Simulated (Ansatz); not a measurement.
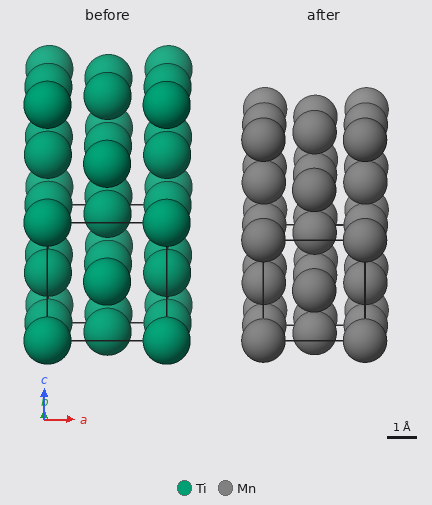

Left: solid Ti (set up in Fm-3m). Right: the same structure after one change, at the same scale. Style: spheres-only. Shown: the conventional cell (4 times the calculation's cell), repeated 1 × 2 × 2 with one cell outlined, from a free direction. Lengths and directions refer to the drawn axes.

Theory: Ansatz 0.2.0, DFT PBE, scalar-relativistic, plane waves, PAW. (plane-wave cutoff 420 eV; occupations gaussian; smearing width 0.1 eV) The k-mesh is chosen for each cell (18×18×18, 20×20×20). Spin polarisation is switched on in some of the runs only.

Q: Which change leads from the left to the right?

A: Every titanium atom is replaced by manganese, which gives Mn. Cell and atoms are relaxed again (to zero pressure within 0.1 GPa, forces under 0.01 eV/Å).

Q: What does the change do?

A: The volume per atom goes from 17.38 to 10.75 Å³. The volume changes by −38.2 %, with a = b = c 4.112 → 3.503 Å (−14.8 %). The space group stays Fm-3m (No. 225).
